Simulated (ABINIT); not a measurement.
**Effective mass calculation, with input and output: GaP (part 2 of 3)**

GaP (F-43m, 2 atoms in the cell); Kohn-Sham DFT of a periodic cell, PBE, spin-orbit coupling, Ansatz PAW PBE default generated set, frozen core, no spin polarisation (ABINIT 10.8.3); cutoff 419.06 eV, 6×6×6 k-mesh, fixed occupations. The structure derives from an entry of the Crystallography Open Database.

Geometry of the input (Å; fractional positions):
```
0.0000  2.7530  2.7530
2.7530  0.0000  2.7530
2.7530  2.7530  0.0000
Ga 0.0000  0.0000  0.0000
P  0.7500  0.7500  0.7500
```

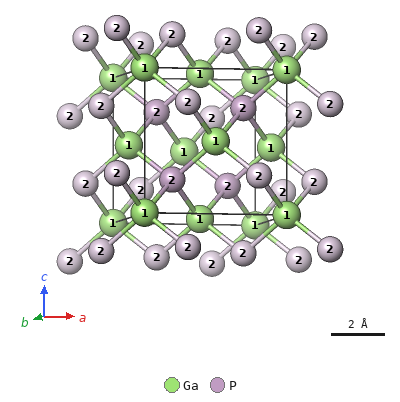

Fig. 1: The structure as given in the input (ball-and-stick view of the cell 4 times as large as that of the calculation, set on its symmetry axes, seen at an oblique angle; neighbours outside the cell are drawn fainter; atoms are numbered from 1 in the order of the input).

Output, continued:
```
 cartesian coordinates (angstrom) at end:
    1      0.00000000000000     0.00000000000000     0.00000000000000
    2      4.12956985229877     4.12956985229877     4.12956985229877

 cartesian forces (hartree/bohr) at end:
    1      0.00000000000000     0.00000000000000    -0.00000000000000
    2     -0.00000000000000    -0.00000000000000     0.00000000000000
 frms,max,avg= 1.0419844E-31 1.2635917E-31   0.000E+00  0.000E+00  0.000E+00 h/b

 cartesian forces (eV/Angstrom) at end:
    1      0.00000000000000     0.00000000000000    -0.00000000000000
    2     -0.00000000000000    -0.00000000000000     0.00000000000000
 frms,max,avg= 5.3580992E-30 6.4976497E-30   0.000E+00  0.000E+00  0.000E+00 e/A
 length scales=  7.357451751400  7.357451751400  7.357451751400 bohr
              =  3.893395794518  3.893395794518  3.893395794518 angstroms
 Fermi (or HOMO) energy (hartree) =   0.12478   Average Vxc (hartree)=  -0.34336
 Eigenvalues (hartree) for nkpt=  25  k points:
 kpt#   1, nband= 18, wtk=  0.00463, kpt=  0.0000  0.0000  0.0000 (reduced coord)
  -0.41762   -0.41762   -0.41762   -0.41762   -0.40210   -0.40210   -0.39989   -0.39989
  -0.39989   -0.39989   -0.32708   -0.32708    0.12174    0.12174    0.12478    0.12478
   0.12478    0.12478
 prteigrs : prtvol=0 or 1, do not print more k-points.

--- !EnergyTerms
iteration_state     : {dtset: 1, }
comment             : Components of total free energy in Hartree
kinetic             :  6.81482693516384E+00
hartree             :  3.76809721714439E+01
xc                  : -4.78873020356502E+00
Ewald energy        : -4.77517611500197E+01
psp_core            :  2.21274505494873E+00
local_psp           : -8.38284502016289E+01
PAW spherical_terms :  3.88776320772042E+00
total_energy        : -8.57726341859368E+01
total_energy_eV     : -2.33399227816876E+03
...

--- !EnergyTermsDC
iteration_state     : {dtset: 1, }
comment             : '"Double-counting" decomposition of free energy'
band_energy         : -4.55496565692266E+00
Ewald energy        : -4.77517611500197E+01
psp_core            :  2.21274505494873E+00
xc_dc               : -3.81182933067729E+01
PAW spherical_terms :  2.43964090839857E+00
total_energy_dc     : -8.57726341503680E+01
total_energy_dc_eV  : -2.33399227720089E+03
...

--- !EnergyTermsWithPAWCore
iteration_state     : {dtset: 1, }
comment             : 'Components of total free energy, including PAW core contributions'
Total energy        : -2.26435184575200E+03
Total energy DC     : -2.26435184571643E+03
Total energy (eV)   : -6.16161526715577E+04
Total energy DC (eV): -6.16161526705899E+04
...

 Cartesian components of stress tensor (hartree/bohr^3)
  sigma(1 1)= -9.76334014E-08  sigma(3 2)=  0.00000000E+00
  sigma(2 2)= -9.76334014E-08  sigma(3 1)=  0.00000000E+00
  sigma(3 3)= -9.76334014E-08  sigma(2 1)=  0.00000000E+00

-Cartesian components of stress tensor (GPa)         [Pressure=  2.8725E-03 GPa]
- sigma(1 1)= -2.87247384E-03  sigma(3 2)=  0.00000000E+00
- sigma(2 2)= -2.87247384E-03  sigma(3 1)=  0.00000000E+00
- sigma(3 3)= -2.87247384E-03  sigma(2 1)=  0.00000000E+00

================================================================================
== DATASET  2 ==================================================================

--- !DatasetInfo
iteration_state: {dtset: 2, }
dimensions: {natom: 2, nkpt: 1, mband: 24, nsppol: 1, nspinor: 2, nspden: 1, mpw: 869, }
cutoff_energies: {ecut:  15.4, pawecutdg:  30.8, }
electrons: {nelect:   1.80000000E+01, charge:   0.00000000E+00, occopt:   1.00000000E+00, tsmear:   1.00000000E-02, }
meta: {optdriver: 0, ionmov: 0, optcell: 0, iscf: -2, paral_kgb: 0, }
...

 mkfilename : getden/=0, take file _DEN from output of DATASET   1.

 Exchange-correlation functional for the present dataset will be:
  GGA: Perdew-Burke-Ernzerhof functional - ixc=11
  J.P.Perdew, K.Burke, M.Ernzerhof, PRL 77, 3865 (1996)

 Real(R)+Recip(G) space primitive vectors, cartesian coordinates (Bohr,Bohr^-1):
 R(1)=  0.0000000  5.2025040  5.2025040  G(1)= -0.0961076  0.0961076  0.0961076
 R(2)=  5.2025040  0.0000000  5.2025040  G(2)=  0.0961076 -0.0961076  0.0961076
 R(3)=  5.2025040  5.2025040  0.0000000  G(3)=  0.0961076  0.0961076 -0.0961076
 Unit cell volume ucvol=  2.8162245E+02 bohr^3
 Angles (23,13,12)=  6.00000000E+01  6.00000000E+01  6.00000000E+01 degrees

 Coarse grid specifications (used for wave-functions):

 getcut: wavevector=  0.0000  0.0000  0.0000  ngfft=  27  27  27
         ecut(hartree)=     15.400   => boxcut(ratio)=   2.00337

 Fine grid specifications (used for densities):

 getcut: wavevector=  0.0000  0.0000  0.0000  ngfft=  40  40  40
         ecut(hartree)=     30.800   => boxcut(ratio)=   2.17617
--------------------------------------------------------------------------------

================================================================================
 Non-SCF case, kpt    1 (  0.00000  0.00000  0.00000), residuals and eigenvalues=
  3.53E-21  5.86E-21  2.54E-21  5.30E-21  6.31E-21  6.53E-21  6.51E-21  3.01E-21
  7.21E-21  3.14E-21  4.31E-21  3.80E-21  5.73E-21  9.13E-21  3.16E-21  5.10E-21
  5.51E-21  4.87E-21  4.23E-21  1.28E-21  7.27E-21  9.92E-21  1.57E-21  1.98E-21
 -4.1762E-01 -4.1762E-01 -4.1762E-01 -4.1762E-01 -4.0210E-01 -4.0210E-01
 -3.9989E-01 -3.9989E-01 -3.9989E-01 -3.9989E-01 -3.2708E-01 -3.2708E-01
  1.2174E-01  1.2174E-01  1.2478E-01  1.2478E-01  1.2478E-01  1.2478E-01
  1.8173E-01  1.8173E-01  2.6255E-01  2.6255E-01  2.6864E-01  2.6864E-01

--- !ResultsGS
iteration_state: {dtset: 2, }
comment   : Summary of ground state results
lattice_vectors:
- [  0.0000000,   5.2025040,   5.2025040, ]
- [  5.2025040,   0.0000000,   5.2025040, ]
- [  5.2025040,   5.2025040,   0.0000000, ]
lattice_lengths: [   7.35745,    7.35745,    7.35745, ]
lattice_angles: [ 60.000,  60.000,  60.000, ] # degrees, (23, 13, 12)
lattice_volume:   2.8162245E+02
convergence: {deltae:  0.000E+00, res2:  0.000E+00, residm:  9.915E-21, diffor:  0.000E+00, }
etotal    :  -8.57726342E+01
entropy   :   0.00000000E+00
fermie    :   1.24778041E-01
cartesian_stress_tensor: null
pressure_GPa: null
xred      :
- [  0.0000E+00,   0.0000E+00,   0.0000E+00, Ga]
- [  7.5000E-01,   7.5000E-01,   7.5000E-01,  P]
cartesian_forces: null
force_length_stats: {min: null, max: null, mean: null, }
...

 Integrated electronic density in atomic spheres:
 ------------------------------------------------
 Atom  Sphere_radius  Integrated_density
    1        2.63806         12.42935614
    2        2.62861          4.67479900

================================================================================

 ----iterations are completed or convergence reached----

 Mean square residual over all n,k,spin=   51.918E-22; max=  99.152E-22
 reduced coordinates (array xred) for    2 atoms
       0.000000000000      0.000000000000      0.000000000000
       0.750000000000      0.750000000000      0.750000000000

 cartesian coordinates (angstrom) at end:
    1      0.00000000000000     0.00000000000000     0.00000000000000
    2      4.12956985229877     4.12956985229877     4.12956985229877
 length scales=  7.357451751400  7.357451751400  7.357451751400 bohr
              =  3.893395794518  3.893395794518  3.893395794518 angstroms
 Eigenvalues (hartree) for nkpt=   1  k points:
 kpt#   1, nband= 24, wtk=  1.00000, kpt=  0.0000  0.0000  0.0000 (reduced coord)
  -0.41762   -0.41762   -0.41762   -0.41762   -0.40210   -0.40210   -0.39989   -0.39989
  -0.39989   -0.39989   -0.32708   -0.32708    0.12174    0.12174    0.12478    0.12478
   0.12478    0.12478    0.18173    0.18173    0.26255    0.26255    0.26864    0.26864

================================================================================
== DATASET  3 ==================================================================

--- !DatasetInfo
iteration_state: {dtset: 3, }
dimensions: {natom: 2, nkpt: 1, mband: 24, nsppol: 1, nspinor: 2, nspden: 1, mpw: 869, }
cutoff_energies: {ecut:  15.4, pawecutdg:  30.8, }
electrons: {nelect:   1.80000000E+01, charge:   0.00000000E+00, occopt:   1.00000000E+00, tsmear:   1.00000000E-02, }
meta: {optdriver: 1, rfelfd: 2, }
...

 mkfilename : getwfk/=0, take file _WFK from output of DATASET   2.

 mkfilename : getden/=0, take file _DEN from output of DATASET   1.

 Exchange-correlation functional for the present dataset will be:
  GGA: Perdew-Burke-Ernzerhof functional - ixc=11
  J.P.Perdew, K.Burke, M.Ernzerhof, PRL 77, 3865 (1996)

 Real(R)+Recip(G) space primitive vectors, cartesian coordinates (Bohr,Bohr^-1):
 R(1)=  0.0000000  5.2025040  5.2025040  G(1)= -0.0961076  0.0961076  0.0961076
 R(2)=  5.2025040  0.0000000  5.2025040  G(2)=  0.0961076 -0.0961076  0.0961076
 R(3)=  5.2025040  5.2025040  0.0000000  G(3)=  0.0961076  0.0961076 -0.0961076
 Unit cell volume ucvol=  2.8162245E+02 bohr^3
 Angles (23,13,12)=  6.00000000E+01  6.00000000E+01  6.00000000E+01 degrees
 setup1 : take into account q-point for computing boxcut.

 Coarse grid specifications (used for wave-functions):

 getcut: wavevector=  0.0000  0.0000  0.0000  ngfft=  27  27  27
         ecut(hartree)=     15.400   => boxcut(ratio)=   2.00337

 Fine grid specifications (used for densities):

 getcut: wavevector=  0.0000  0.0000  0.0000  ngfft=  40  40  40
         ecut(hartree)=     30.800   => boxcut(ratio)=   2.17617
--------------------------------------------------------------------------------

 ==>  initialize data related to q vector <==

 The list of irreducible perturbations for this q vector is:
    1)    idir= 1    ipert=   3
    2)    idir= 2    ipert=   3
    3)    idir= 3    ipert=   3

================================================================================

--------------------------------------------------------------------------------
 Perturbation wavevector (in red.coord.)   0.000000  0.000000  0.000000
 Perturbation : derivative vs k along direction   1
 The set of symmetries contains only one element for this perturbation.
 symkpt : not enough symmetry to change the number of k points.

--------------------------------------------------------------------------------

--------------------------------------------------------------------------------

 Initialisation of the first-order wave-functions :
  ireadwf=   0

--- !BeginCycle
iteration_state: {dtset: 3, }
solver: {iscf: -3, nstep: 200, nline: 4, wfoptalg: 10, }
tolerances: {tolwfr: 1.00E-20, }
...

     iter   2DEtotal(Ha)        deltaE(Ha) residm    vres2
-ETOT  1  -44.788280300696     -4.479E+01 4.398E-01 0.000E+00
 ETOT  2  -44.922050777629     -1.338E-01 3.247E-03 0.000E+00
 ETOT  3  -44.924364282871     -2.314E-03 8.637E-04 0.000E+00
 ETOT  4  -44.924415147351     -5.086E-05 1.587E-04 0.000E+00
 ETOT  5  -44.924416380184     -1.233E-06 1.570E-03 0.000E+00
 ETOT  6  -44.924416414551     -3.437E-08 6.627E-05 0.000E+00
 ETOT  7  -44.924416415560     -1.009E-09 6.136E-04 0.000E+00
 ETOT  8  -44.924416415591     -3.095E-11 2.641E-05 0.000E+00
 ETOT  9  -44.924416415592     -1.002E-12 2.489E-04 0.000E+00
 ETOT 10  -44.924416415592      2.842E-14 1.079E-05 0.000E+00
[... 72 further cycles ...]
 ETOT 83  -44.924416415592     -1.421E-14 5.797E-18 0.000E+00
 ETOT 84  -44.924416415592      2.842E-14 2.566E-19 0.000E+00
 ETOT 85  -44.924416415592     -1.421E-14 2.497E-18 0.000E+00
 ETOT 86  -44.924416415592     -1.421E-14 1.103E-19 0.000E+00
 ETOT 87  -44.924416415592      1.421E-14 1.075E-18 0.000E+00
 ETOT 88  -44.924416415592     -2.132E-14 4.745E-20 0.000E+00
 ETOT 89  -44.924416415592      7.105E-15 4.628E-19 0.000E+00
 ETOT 90  -44.924416415592      1.421E-14 2.041E-20 0.000E+00
 ETOT 91  -44.924416415592     -1.421E-14 1.991E-19 0.000E+00
 ETOT 92  -44.924416415592     -2.132E-14 9.097E-21 0.000E+00

 At SCF step   92   max residual=  9.10E-21 < tolwfr=  1.00E-20 =>converged.
================================================================================

 ----iterations are completed or convergence reached----

 Mean square residual over all n,k,spin=   55.777E-22; max=  90.967E-22
 dfpt_looppert : ek2=    3.9382080083E+01
          f-sum rule ratio=    2.1932493348E+00 (note : ecutsm/=0)
 Expectation of eigenvalue derivatives (hartree) for nkpt=   1  k points:
  (in case of degenerate eigenvalues, averaged derivative)
 kpt#   1, nband= 24, wtk=  1.00000, kpt=  0.0000  0.0000  0.0000 (reduced coord)
  -0.00000   -0.00000   -0.00000   -0.00000   -0.00000   -0.00000   -0.00000   -0.00000
  -0.00000   -0.00000    0.00000    0.00000    0.00000    0.00000   -0.00000   -0.00000
  -0.00000   -0.00000    0.00000    0.00000   -0.00000   -0.00000    0.00000    0.00000

 2DEtotal=   -0.4492441642E+02 Ha. Also 2DEtotal=   -0.122245564696E+04 eV
    (  non-var. 2DEtotal :   -4.4924416416E+01 Ha)

--------------------------------------------------------------------------------
 Perturbation wavevector (in red.coord.)   0.000000  0.000000  0.000000
 Perturbation : derivative vs k along direction   2
 The set of symmetries contains only one element for this perturbation.
 symkpt : not enough symmetry to change the number of k points.

--------------------------------------------------------------------------------

--------------------------------------------------------------------------------

 Initialisation of the first-order wave-functions :
  ireadwf=   0

--- !BeginCycle
iteration_state: {dtset: 3, }
solver: {iscf: -3, nstep: 200, nline: 4, wfoptalg: 10, }
tolerances: {tolwfr: 1.00E-20, }
...
```
